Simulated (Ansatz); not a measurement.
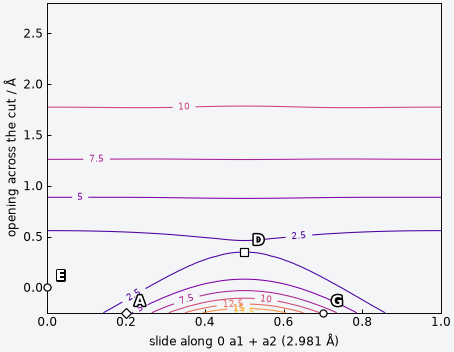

MgO (Fm-3m, No. 225; 12 atoms in the cell). 
- Rigid slide and opening across a plane, one cut a cell; the plane is (1 1 1) of the conventional cell, and the faces at the cut hold O and Mg.
- Coordinates scanned: (1) slide along 0 a1 + a2 (2.981 Å); (2) opening across the cut.
- Nothing is relaxed (rigid halves).
- The grid has 10 × 6 points; 36 points were computed and 24 follow by symmetry.
- Points are written as (first, second).
- Energies are in J/m², from the lowest grid point.
- The band gap closes in part of the range.
- Level of theory: DFT PBEsol, scalar-relativistic, plane waves, PAW (Ansatz 0.2.0). Settings: cutoff 520 eV, k-mesh 9×9×2 in the order of the run's cell vectors, gaussian smearing 0.05 eV, no spin polarisation.

The picture shows contour lines labelled in J/m², lettered points. Between grid points the surface is interpolated.

### Is G the lowest point of the computed grid?

No. G lies 9.5 J/m² above the lowest grid point, which is at (0.0, 0.00 Å).

### What kind of point is each of D, E: minimum, saddle, maximum or slope?

D: saddle point; E: minimum. (In these two coordinates alone; a stationary point may lie a little off the grid point.)

PAW datasets: the set soft_1.
